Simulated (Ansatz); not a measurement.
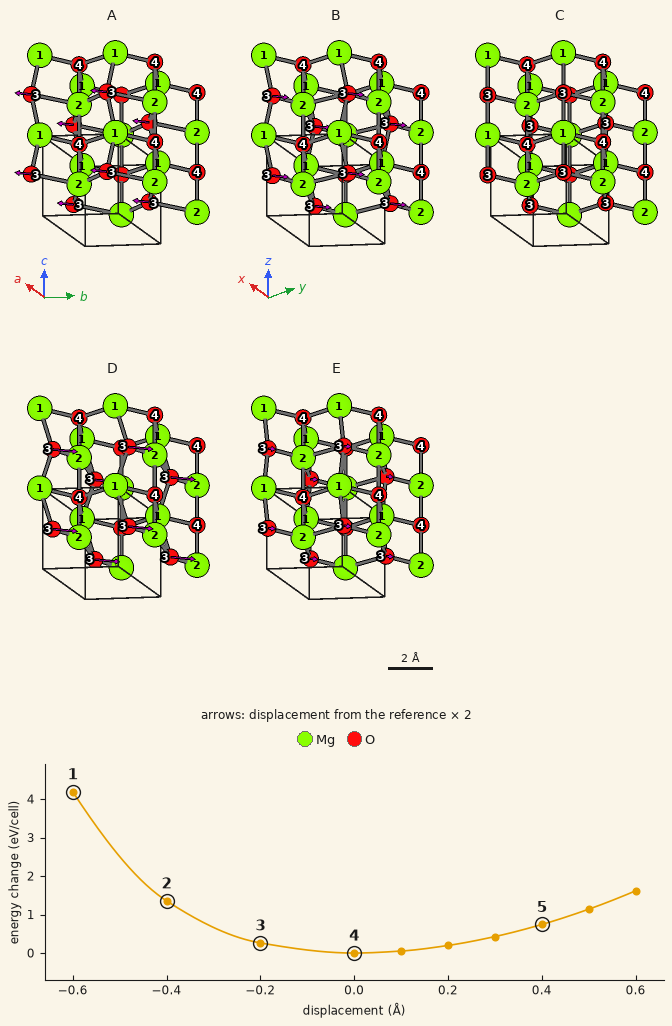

A scan of solid MgO (P6_3/mmc): O3 (one in each cell of 4 atoms) is moved along Cartesian [1 -1 0], all else fixed. The frames are shuffled; the numbered points of the plot belong to them. A ball-and-stick model of the cell of the calculation, repeated 2 × 2 × 2 with one cell outlined, seen from a free direction. Purple arrows: displacements from the reference.

All numbers below come from Ansatz 0.2.0, DFT r2SCAN, scalar-relativistic, plane waves, PAW. Settings: plane-wave cutoff 500 eV; k-point mesh 6 × 6 × 6; occupations gaussian; smearing width 0.05 eV; no spin polarisation. Energies (free energies at the smearing named) are counted from the relaxed crystal.

Question: Which frame belongs to which numbered point?

Answer: Point 1 is frame D (the displacement −0.60 Å, 4.19 eV/cell); 2 is frame B (the displacement −0.40 Å, 1.36 eV/cell); 3 is frame E (the displacement −0.20 Å, 0.26 eV/cell); 4 is frame C (the displacement 0.00 Å, 0.00 eV/cell); 5 is frame A (the displacement 0.40 Å, 0.74 eV/cell). The lowest computed point lies at the displacement 0.00 Å (0.00 eV/cell). At the ends of the scan the energy is 4.19 eV/cell (−0.60 Å) and 1.62 eV/cell (0.60 Å). The curvature at zero is about 12 eV/Å². The well is lopsided: at ±0.60 Å the energy is 2.6 times higher on the negative side. At the highest point the shortest interatomic distance is 1.44 Å, against 2.01 Å in the reference. The distortion takes the space group from P6_3/mmc to Pm.
